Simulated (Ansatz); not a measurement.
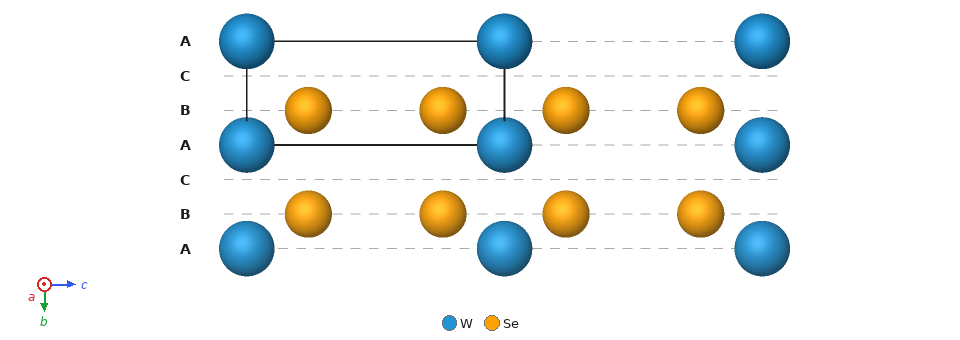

Projection along an edge of the hexagonal mesh, stacking direction c to the right. The dashed lines mark the three columns A (0, 0), B (1/3, 2/3) and C (2/3, 1/3). The sequence starts with the first layer at or above the cell's origin.

WSe2: the geometry relaxed with DFT PBE+D3(BJ), scalar-relativistic, plane waves, PAW (Ansatz 0.2.0).

Question: Read off the stacking sequence over one period.

Answer: W(A) – Se(B) – Se(B) (three layers in 7.06 Å).

Question: How are the Se layers alone stacked?

Answer: Se layers alone: BB, a sequence in which some neighbouring layers lie directly above each other.

Question: Which positions between or in the Se layers do the other atoms fill?

Answer: W: one trigonal-prismatic site in each hexagonal cell. One of the two gaps between Se layers is empty, 3.69 Å wide.

Question: What short polytype symbol fits?

Answer: Polytype symbol 1H, the symbol of a layered MX2 polytype (number of slabs in the repeat and lattice).
